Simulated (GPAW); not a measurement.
# How SiC (Moissanite 3C) absorbs and reflects light, part 2 of 2

Aim: the dielectric function of SiC (Moissanite 3C), and the optical constants that follow from it.

GPAW 26.7.0; DFT, PBE, plane-wave PAW (GPAW data sets), scalar-relativistic, RPA, optical limit.

So far. Step 2 (Ground state): There is a gap, 1.50 eV on this mesh (points off the mesh can give less), so no carriers' term is needed.

**4. Dielectric function, RPA (continued)**

Re ε, E ∥ x against photon energy:

```
photon energy (eV)  Re ε, E ∥ x
                 0         6.63
                 1         6.74
                 2         7.08
                 3         7.80
                 4         9.36
                 5         12.4
                 6         13.7
                 7        0.744
                 8         1.68
                 9        -2.59
                10        -3.17
                11        -3.24
                12        -3.14
                13        -2.11
```

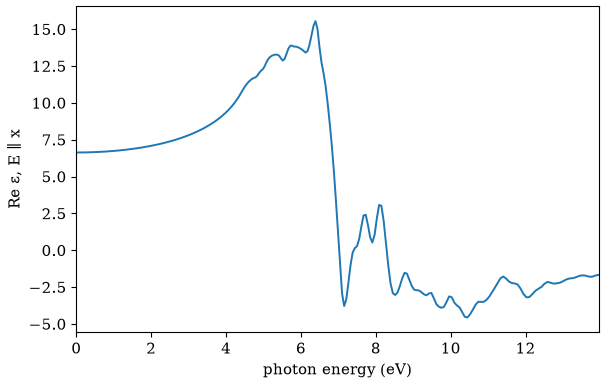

Re ε, E ∥ x against photon energy.

The reflectivity at normal incidence, E ∥ x has structure finer than the step of the table below, so its rows give means over 1 eV, whole bins alone (the curve runs from 0 to 14.0 eV). Peaks (eV: height): 7.1: 55.0, 7.8: 42.4, 8.5: 50.6, 10.5: 58.0, 12.2: 56.2.

Table of reflectivity at normal incidence, E ∥ x by photon energy; means over each step:

```
photon energy (eV)  reflectivity at normal incidence, E ∥ x (%)
                 1                                         19.7
                 2                                         20.6
                 3                                         22.4
                 4                                         26.0
                 5                                         32.0
                 6                                         38.4
                 7                                         48.7
                 8                                         42.4
                 9                                         47.4
                10                                         51.8
                11                                         51.4
                12                                         50.4
                13                                         49.8
```

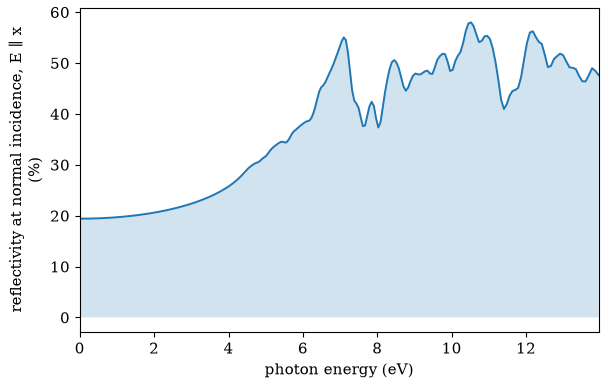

Reflectivity at normal incidence, E ∥ x, plotted against photon energy.

The loss function −Im 1/ε at q → 0, E ∥ x has structure finer than the step of the table below, so its rows give means over 1 eV, whole bins alone (the curve runs from 0 to 14.0 eV). Peaks (eV: height): 11.3: 0.235.

Values under the direct gap are tails of Lorentzian lines. Table of loss function −Im 1/ε at q → 0, E ∥ x by energy loss; means over each step:

```
energy loss (eV)  loss function −Im 1/ε at q → 0, E ∥ x
               1                                 5.7e-4
               2                                0.00120
               3                                0.00200
               4                                0.00380
               5                                 0.0172
               6                                 0.0314
               7                                 0.0609
               8                                 0.0892
               9                                  0.104
              10                                  0.115
              11                                  0.170
              12                                  0.184
              13                                  0.246
```

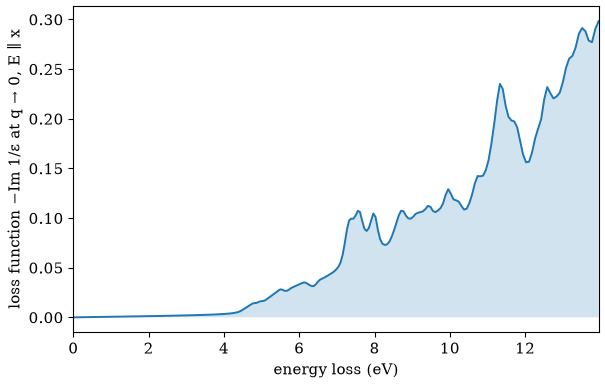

Loss function −Im 1/ε at q → 0, E ∥ x, plotted against energy loss.

The Im ε, E ∥ x has structure finer than the step of the table below, so its rows give means over 0.5 eV, whole bins alone (the curve runs from 0 to 14.0 eV). Peaks (eV: height): without local fields 6.87: 22.7, 8.27: 16.1; with local fields 6.93: 21.0, 8.27: 13.7.

Values under the direct gap are tails of Lorentzian lines. The Im ε, E ∥ x by photon energy; means over each step:

```
photon energy (eV)  without local fields  with local fields
               0.5                0.0141             0.0126
               1.0                0.0292             0.0260
               1.5                0.0466             0.0414
               2.0                0.0680             0.0603
               2.5                0.0963             0.0853
               3.0                 0.137              0.121
               3.5                 0.205              0.180
               4.0                 0.353              0.308
               4.5                  1.20               1.04
               5.0                  3.24               2.75
               5.5                  6.39               5.41
               6.0                  10.3               8.63
               6.5                  17.8               15.3
               7.0                  19.4               18.3
               7.5                  10.9               9.96
               8.0                  12.7               10.9
               8.5                  12.3               11.1
               9.0                  9.85               9.06
               9.5                  7.96               7.79
              10.0                  6.16               6.31
              10.5                  4.30               4.71
              11.0                  3.04               3.25
              11.5                  3.49               3.50
              12.0                  2.99               3.29
              12.5                  2.11               2.30
              13.0                  1.82               2.02
              13.5                  1.72               1.88
```

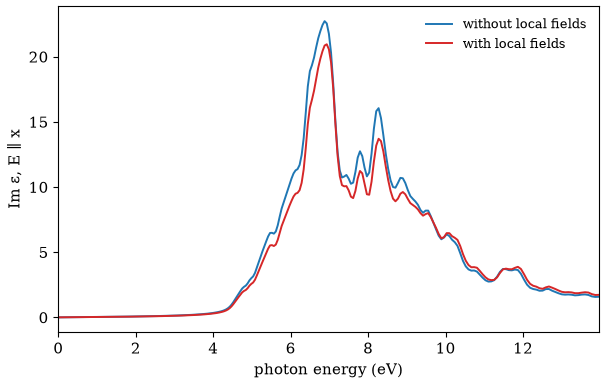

Im ε, E ∥ x, plotted against photon energy.

Optical constants at common wavelengths, from n + ik = √ε:

```
wavelength (nm)     n      k  R (%)     1/α
           1550  2.59  0.004   19.6   31 µm
           1064  2.60  0.006   19.8   14 µm
            800  2.63  0.008   20.1  7.8 µm
            532  2.70  0.014   21.1  3.0 µm
            450  2.75  0.018   21.8  1.9 µm
            365  2.88  0.028   23.4  1.0 µm
            308  3.07  0.050   25.9  490 nm
```

Below the direct gap, k and the depth come from the tails of the Lorentzian lines, not from transitions.

Rows near the edge hang on the gap, which this functional as a rule makes too small, and phonon-assisted absorption is left out.

**5. What came out**

- electronic dielectric constant ε∞, mean over x, y and z (by symmetry where fewer were run) (RPA): 6.63
- main peak of Im epsilon, first axis: 6.91 eV

**Reading.** At this level (PBE, RPA) SiC has ε∞ = 6.63 and n = 2.59 at 1550 nm, and Im ε peaks at 6.9 eV. On the mesh the gap is 1.35 eV and the least direct gap 4.54 eV, so on this mesh the band edges lie at different points. Local fields change the static value along x from 7.11 to 6.63 (-7 %). Distinct maxima of Im ε, read by a parabola through the highest points, lie at 6.91 eV (21), 7.80 eV (11), 8.28 eV (14) and 11.85 eV (3.9). Excitons and phonon-assisted transitions are missing; PBE gaps are as a rule too small, which pulls the onset down and ε∞ up. The sum runs over mesh points, so small or evenly spaced maxima can still be ripples of the mesh.

[Machine, clock and banner lines and Python warnings are left out of the logs.]

[Logs are printed without paths, hosts, clocks, repeated set-up lines and the standing remarks that a program may print on its own settings, such as how far it seeks lower states.]

[Hosts, paths, dates, database ids (printed as entryN), source tags and the programs' standing remarks are cut or masked in the printed files.]
